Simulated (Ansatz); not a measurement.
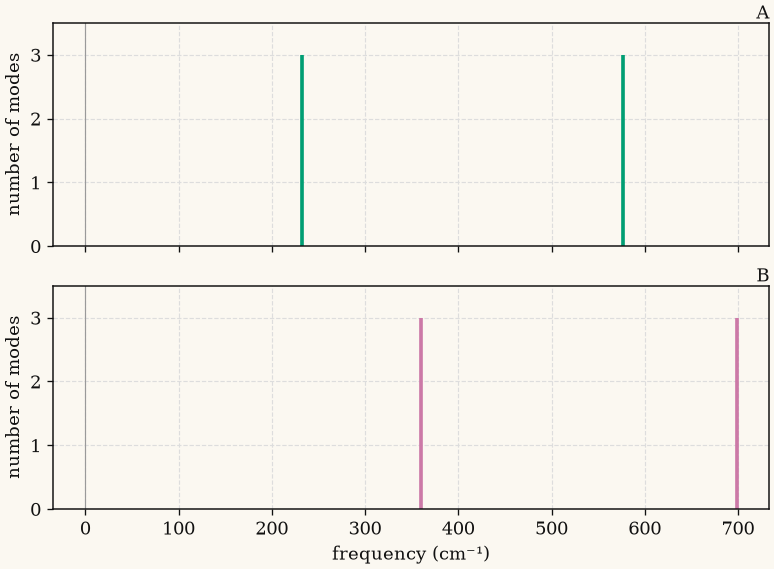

The figure compares two calculations of the zone-centre optical phonon frequencies (the three acoustic modes are left out). The first is for HfO₂, space group Fm-3m (No. 225).

Cell as given: a = 3.586 Å, b = 3.586 Å, c = 3.586 Å, α = 60.00°, β = 60.00°, γ = 60.00°; 3 atoms.

Method: harmonic phonon frequencies at the zone centre with atoms at rest in the given cell, without the long-range term of polar modes, the three translations left out, imaginary frequencies are negative; plane waves with PAW datasets, Γ-centred k mesh (Ansatz 0.2.0). Level: PBE, no spin polarisation.

wave cutoff 420 eV; k mesh 8×8×8; occupations fixed; pressure 4 GPa; phonon method linear response.

In the second, the cell is compressed by 12.5 % in volume, to 9.51 Å³/atom, with shape and atoms relaxed (pressure 50 GPa against 4).

**Which of A and B is the second calculation, and what did the change do?**

B. The highest mode rises from 576.5 to 698.7 cm⁻¹ (+21 %) and the lowest optical mode rises from 232.1 to 360.4 cm⁻¹ (+55 %). The shift of the highest mode amounts to a Grüneisen parameter of 1.44.
